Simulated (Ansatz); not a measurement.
# Run report: Ir, single-point calculation (part 1 of 2)

Ir (slab, 12 atoms in the cell), computed with DFT PBE+D3(BJ), scalar-relativistic, plane waves, PAW, no spin polarisation (Ansatz 0.2.0).

The structure derives from an entry of the Crystallography Open Database. It belongs to a series of runs on one base structure; here: the slab at its places in the relaxed adsorbed structure. Figures and captions count atoms from 1; the log counts them from 0 in places.

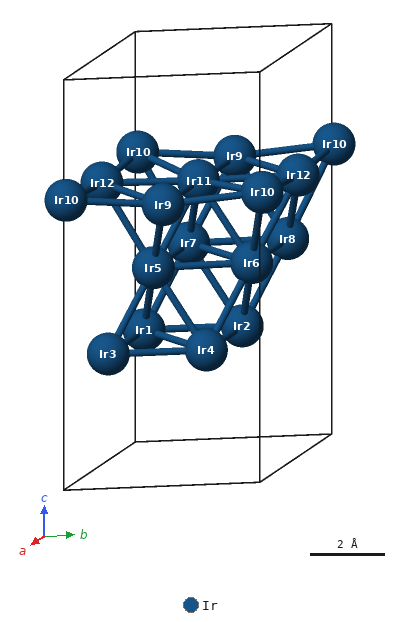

**Figure 1.** The structure (ball-and-stick view of the cell of the calculation, with the vacuum cut short, seen slightly off an axis; atoms are numbered from 1 in the order of the input). An atom can appear more than once, as a periodic image. Near neighbours in the periodic cell (some may lie outside the picture): Ir has 9 Ir at 2.67 to 2.89 Å; Ir has 12 Ir at 2.67 to 2.89 Å.

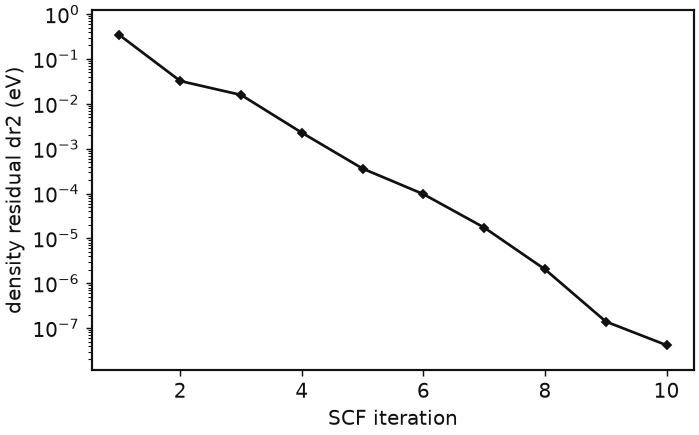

**Figure 2.** Convergence of the self-consistent field: density residual dr2 against the SCF iteration. The residual falls at every step.

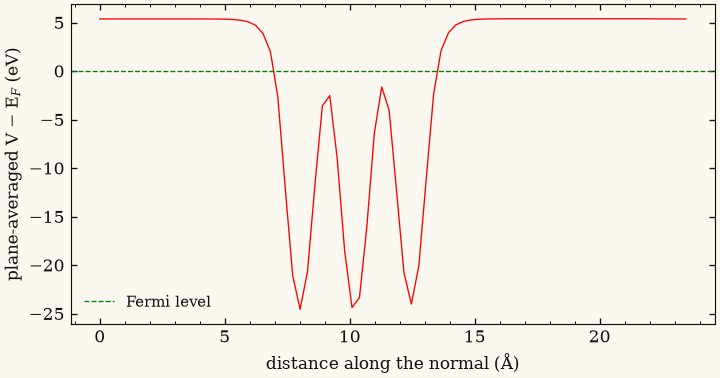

**Figure 3.** Plane average of the electrostatic potential energy of an electron across the cell, from the Fermi level. The vacuum level lies 5.38 eV above the Fermi level.

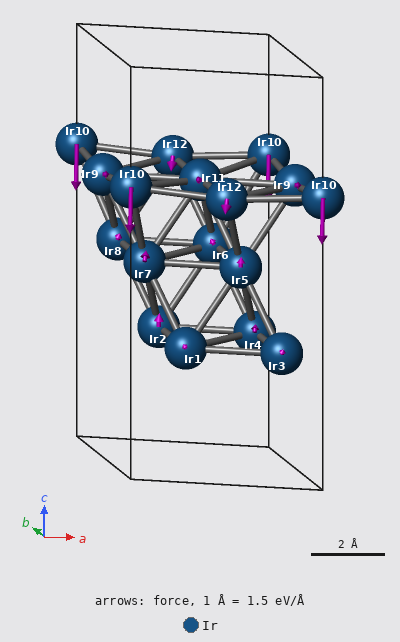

**Figure 4.** Forces on the atoms as pink arrows (ball-and-stick view of the cell of the calculation, with the vacuum cut short, seen slightly off an axis; atoms are numbered from 1 in the order of the input). The largest act on Ir10 (1.94 eV/Å); Ir12 (0.68 eV/Å). The geometry is not a stationary point of this energy.

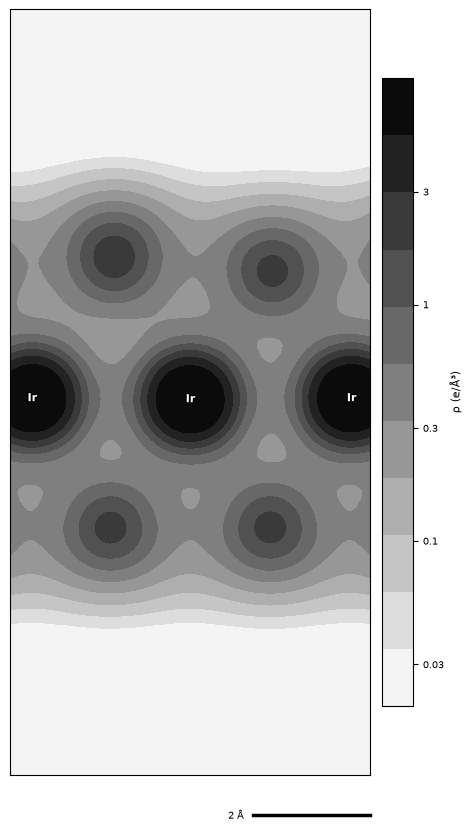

**Figure 5.** Valence electron density on the (100) plane of the calculation cell, a cut from vacuum to vacuum. The section cuts through Ir sites. Ir–Ir (2.69 Å): ρ at the midpoint is about 0.47 e/Å³. Ir–Ir (2.69 Å): ρ is about 0.47 e/Å³ halfway. Ir–Ir (2.74 Å): ρ at the midpoint is about 0.42 e/Å³. The density dies away to nearly zero in the vacuum. Core electrons are frozen (PAW), so the fields are smoothed inside the atomic spheres.

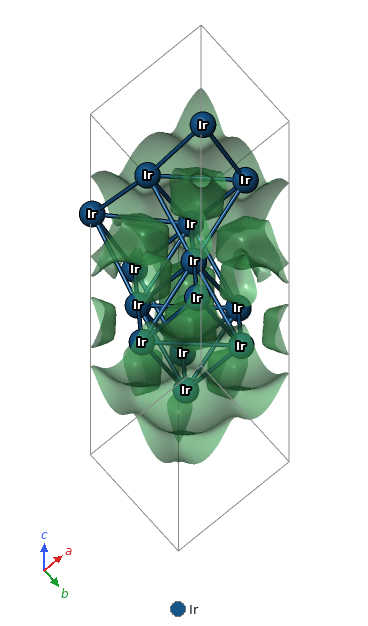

**Figure 6.** Isosurface of the valence electron density at 0.3 e/Å³ (green), seen at an oblique angle. Sticks mark near contacts. At this value the density is joined into sheets; it holds about 95 % of the electrons treated as valence (semicore included). On the grid the lowest density along these lines, outside the cores, is 0.49 e/Å³ (Ir–Ir, 2.67 Å), 0.46 e/Å³ (Ir–Ir, 2.71 Å), 0.41 e/Å³ (Ir–Ir, 2.76 Å) and 0.36 e/Å³ (Ir–Ir, 2.86 Å).

The input that produced these results follows, with the program's output.

The input
```yaml
crystal:
  lattice:
    - [5.4313155572, 0.0, 0.0]
    - [-2.7156577786, 4.7036572485, 0.0]
    - [0.0, 0.0, 23.7426505824]
  atoms:
    - { symbol: Ir, position: [0.3333333333, 0.1666666667, 0.3369463731] }
    - { symbol: Ir, position: [0.3333333333, 0.6666666667, 0.3369463731] }
    - { symbol: Ir, position: [0.8333333333, 0.1666666667, 0.3369463731] }
    - { symbol: Ir, position: [0.8333333333, 0.6666666667, 0.3369463731] }
    - { symbol: Ir, position: [0.6671833939, 0.3359650951, 0.4287496234] }
    - { symbol: Ir, position: [0.6700385265, 0.8380218896, 0.4302604038] }
    - { symbol: Ir, position: [0.1656614538, 0.3323268709, 0.4292249952] }
    - { symbol: Ir, position: [0.167464522, 0.8378169835, 0.4299651896] }
    - { symbol: Ir, position: [-0.0021730788, 0.5062601434, 0.5214621323] }
    - { symbol: Ir, position: [0.0050605522, 0.0141604947, 0.5316501124] }
    - { symbol: Ir, position: [0.5052515381, 0.5062327721, 0.521677464] }
    - { symbol: Ir, position: [0.505131047, 0.0145650292, 0.5234609174] }
basis:
  ecutwfc: 420
kpoints:
  mp_grid: { grid: [4, 4, 1] }
hamiltonian:
  xc: pbe
  dispersion: d3bj
scf:
  occupations: { method: gaussian, width: 0.1 }
output:
  forces: true
  eigenvalues: true
  write_density: true
  volumetric_format: npy
efield:
  axis: 3
  dipole_correction: true
  ramp_width: 0.04
```

Launched with:
```bash
ansatz run input.yaml --threads 4 --pin off --max-ram 10240MiB --backend cpu --events-out ev --progress --plain --runs-dir out
```

Output
```
Engine: ansatz 0.2.0, aarch64-unknown-linux-gnu
Pseudopotentials: kind: paw
Pseudopotential: Ir, paw, valence charge 17, recommended cutoff 420 eV (normal), Ir.paw.azcp
Functional definition: PBE
  parameter kappa = 0.804
  parameter beta = 0.06672455060314922
  exchange = pbe_x(kappa = kappa, mu = beta*pi^2/3)
  correlation = pbe_c(beta = beta)
Crystal: 12 atoms, lattice volume = 606.555 Å³
Basis set: ecut = 420 eV, 11869 PW (Γ), exchange–correlation on 80×80×320 points (8 copies of the dense FFT grid, shifted against one another)
Bands: 123, of which v1, the nominal top of the filled ones, is band 102 counted from 1 (101 counted from 0)
Symmetry: 1 space group operations
Space group: P1 (ITA 1), of the structure as read, at distance tolerance 8.5e-5 Å
k-points: 10 of 16 (time reversal used)
Non-local potential: Ir, projectors of the file, l = 0: 3, l = 1: 2, l = 2: 2, l = 3: 1
PAW form: soft (Blöchl's): semilocal exchange-correlation on the pseudo side does not see the compensation charge
PAW one-centre angular grid: Ir, 590 points (default); XC on 64 Gauss nodes
Initial density: superposition of atomic densities (neutral atoms: chi_scale 0, normalization atom), corrected by the library's trained network
Initial wavefunctions: pseudopotential atomic-orbital guess
Functional: x = pbe(κ = 0.804, μ = 0.2195149727645171), c = pbe(β = 0.06672455060314922)
SCF iter   1: F=—  HF=-143221.852107 eV  |F-HF|=—  |Δ(HF+E_count)|=         —  Δρ=4.48e-3  dr2=3.41e-1  ethr=1.77e-3  p=-0.010 e·Å  D=-3.11e-3 V/Å  ΔV_dip=0.07 eV  dr2_dipole=6.91e-2  V_vac-E_F(+/−)=5.22/5.15 eV  ⟨swp⟩=8.4  Hψ=5471  notcnv=0  defer=18
efield: sawtooth ramp at fractional position 0.9143 (placed from the atoms, in the widest stretch of the axis that holds none; the zero of the levels goes with the place), width 0.0400; the density the first Hamiltonian is built on has a dipole p = -0.010 e·Å; the dipole correction subtracts the counter field D = -3.11e-3 V/Å, which shifts the + side's vacuum level by +0.07 eV against the − side's; the planar-averaged density in the ramp window peaks in size at 6.6e-6 e/Å³
preconditioner: auto → LDOS  [metal: Δε(μ)=0.019 eV  Ē_g=5.907 eV  σ=0.100 eV  W_gap=0.11  n_scr=94 (ndim 8)  ℏωp=15.7 eV  f_vac=0.647  D(μ)=19.66/eV (n_scr^D=138)  β→1.0]
SCF iter   2: F=—  HF=-143221.871161 eV  |F-HF|=—  |Δ(HF+E_count)|=   1.91e-2  Δρ=1.68e-3  dr2=3.23e-2  ethr=1.67e-4  p=-0.001 e·Å  D=-3.56e-4 V/Å  ΔV_dip=0.01 eV  dr2_dipole=6.58e-4  V_vac-E_F(+/−)=5.35/5.34 eV  ⟨swp⟩=2.2  Hψ=2100  notcnv=0  defer=45
SCF iter   3: F=—  HF=-143221.868986 eV  |F-HF|=—  |Δ(HF+E_count)|=   2.18e-3  Δρ=8.26e-4  dr2=1.58e-2  ethr=1.58e-5  p=-0.005 e·Å  D=-1.55e-3 V/Å  ΔV_dip=0.04 eV  dr2_dipole=1.00e-3  V_vac-E_F(+/−)=5.39/5.35 eV  ⟨swp⟩=3.1  Hψ=2545  notcnv=0  defer=45
SCF iter   4: F=—  HF=-143221.867494 eV  |F-HF|=—  |Δ(HF+E_count)|=   1.49e-3  Δρ=3.60e-4  dr2=2.27e-3  ethr=7.75e-6  p=-0.003 e·Å  D=-1.02e-3 V/Å  ΔV_dip=0.02 eV  dr2_dipole=2.29e-4  V_vac-E_F(+/−)=5.38/5.36 eV  ⟨swp⟩=2.0  Hψ=1624  notcnv=0  defer=45
SCF iter   5: F=—  HF=-143221.867427 eV  |F-HF|=—  |Δ(HF+E_count)|=   6.69e-5  Δρ=1.53e-4  dr2=3.60e-4  ethr=1.11e-6  p=-0.003 e·Å  D=-8.33e-4 V/Å  ΔV_dip=0.02 eV  dr2_dipole=1.39e-6  V_vac-E_F(+/−)=5.38/5.36 eV  ⟨swp⟩=2.4  Hψ=1709  notcnv=0  defer=45
SCF iter   6: F=—  HF=-143221.867430 eV  |F-HF|=—  |Δ(HF+E_count)|=   2.83e-6  Δρ=6.94e-5  dr2=9.69e-5  ethr=1.77e-7  p=-0.002 e·Å  D=-7.08e-4 V/Å  ΔV_dip=0.02 eV  dr2_dipole=3.51e-6  V_vac-E_F(+/−)=5.39/5.37 eV  ⟨swp⟩=2.2  Hψ=1699  notcnv=0  defer=45
SCF iter   7: F=—  HF=-143221.867926 eV  |F-HF|=—  |Δ(HF+E_count)|=   4.96e-4  Δρ=3.13e-5  dr2=1.74e-5  ethr=4.75e-8  p=-0.002 e·Å  D=-6.80e-4 V/Å  ΔV_dip=0.02 eV  dr2_dipole=4.55e-7  V_vac-E_F(+/−)=5.38/5.37 eV  ⟨swp⟩=2.3  Hψ=1590  notcnv=0  defer=45
SCF iter   8: F=—  HF=-143221.867929 eV  |F-HF|=—  |Δ(HF+E_count)|=   3.15e-6  Δρ=9.07e-6  dr2=2.04e-6  ethr=8.53e-9  p=-0.002 e·Å  D=-6.52e-4 V/Å  ΔV_dip=0.02 eV  dr2_dipole=1.57e-7  V_vac-E_F(+/−)=5.38/5.37 eV  ⟨swp⟩=1.8  Hψ=1496  notcnv=0  defer=45
SCF iter   9: F=—  HF=-143221.867930 eV  |F-HF|=—  |Δ(HF+E_count)|=   7.03e-7  Δρ=3.56e-6  dr2=1.40e-7  ethr=9.99e-10  p=-0.002 e·Å  D=-6.57e-4 V/Å  ΔV_dip=0.02 eV  dr2_dipole=2.38e-13  V_vac-E_F(+/−)=5.38/5.37 eV  ⟨swp⟩=2.0  Hψ=1669  notcnv=0  defer=45
SCF iter  10: F=-143221.867930 eV  HF=-143221.867930 eV  |F-HF|=4.50e-8  |Δ(HF+E_count)|=   2.35e-7  Δρ=1.47e-6  dr2=4.16e-8  ethr=4.90e-11  p=-0.002 e·Å  D=-6.63e-4 V/Å  ΔV_dip=0.02 eV  dr2_dipole=2.99e-11  V_vac-E_F(+/−)=5.38/5.37 eV  ⟨swp⟩=17.3  Hψ=5702  notcnv=0
SCF 1 converged in 10 iterations: F = -143221.867930 eV  dr2 = 4.16e-8
  greatest PAW one-centre occupation: 1.000 electrons in one spin orbital (limit 2), on the Ir atom at site 4 (counted from 0), in its partial waves of l = 0
SCF converged after 10 iterations
Free energy (F): -143221.867930 eV
Harris-Foulkes:  -143221.867930 eV  (|F-HF|=4.50e-8)
Internal energy: -143221.766536 eV  (E = F + TS)
E sigma→0 (E₀):  -143221.817233 eV
Entropy (-TS):   -0.101394 eV (-8.450 meV/atom)
Fermi energy:    3.341317 eV
Dipole field:    D = -0.000667 V/Å  (p = -0.002236 e·Å, saw-weighted, corrected)
Work function:   Φ+ = 5.3848 eV   Φ− = 5.3690 eV
Levels:          The Fermi level and band energies are counted from a zero that moves with the ramp; work functions are not
```
